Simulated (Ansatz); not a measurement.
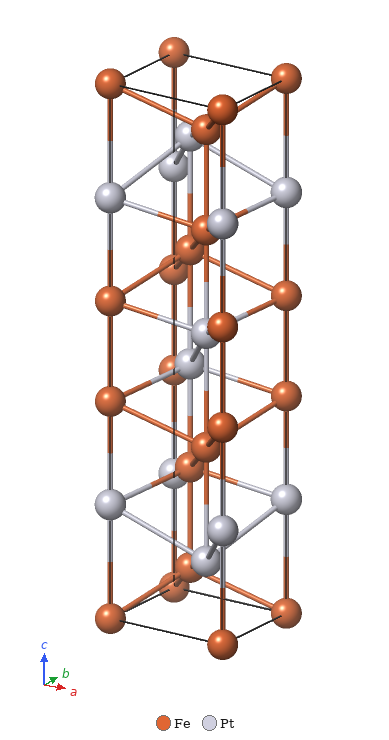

The image is a ball-and-stick drawing of a crystal, viewed slightly off an axis. The conventional unit cell is drawn as a box. Cell: a = 4.28 Å, b = 4.28 Å, c = 13.07 Å, α = 90.00°, β = 90.00°, γ = 120.00°.

The cell started as a structure type filled with these elements by a generator (whether the compound takes this form wasn't checked). Earlier steps of the study, as a rule a relaxation of our own, may have changed the cell and positions, so they can lie some per cent off the listed ones. It went into a calculation with Ansatz.

Describe the crystal.

Answer. The stoichiometry is Fe₃Pt₂. Its lattice is rhombohedral (trigonal R), its space group R-3m (No. 166). One cell contains 9 Fe, 6 Pt, 15 atoms in all. With all contacts inside bonding distance counted, the coordination numbers are Fe 8 and Pt 8. Not all metal-metal contacts are counted.

The calculation used DFT PBE, scalar-relativistic, plane waves, PAW (Ansatz 0.2.0), with a kinetic-energy cutoff of 420 eV, k-points about 0.15 Å⁻¹ apart, Gaussian smearing of 0.1 eV, collinear spins.

Which atoms carry magnetic moments in this run, and how do they order?

Answer. The state reached is ferromagnetic. Sizes: Fe 2.9 μB and Pt 0.4 μB; net moment 9.4 μB in the run's cell of 5 atoms.

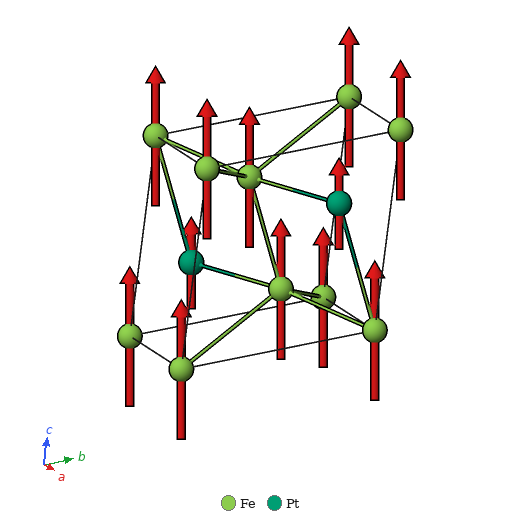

Site moments above 0.25 μB as arrows, small induced ones on non-metal atoms left out (red along the largest or up, blue against, purple across). The run's cell of 5 atoms is drawn in a reduced setting, so axes and origin can differ from the first picture.

Does it come out as a metal, or with a gap?

Answer. A metal: bands cross the Fermi level.

What are the atomic charges by Bader's partition?

Answer. Fe +0.47 to +0.54 e; Pt -0.78 e.

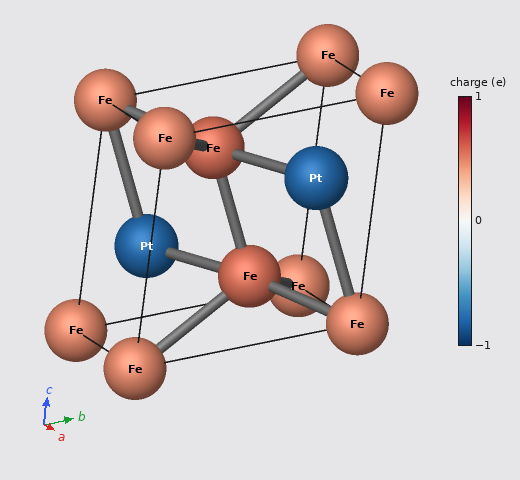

The atoms coloured by those charges. The run's cell of 5 atoms is drawn in a reduced setting, so axes and origin can differ from the first picture.

Does the calculation find this structure at rest?

Answer. Yes. The largest force is 0.01 eV/Å. The pressure is 0.0 GPa, close to zero.
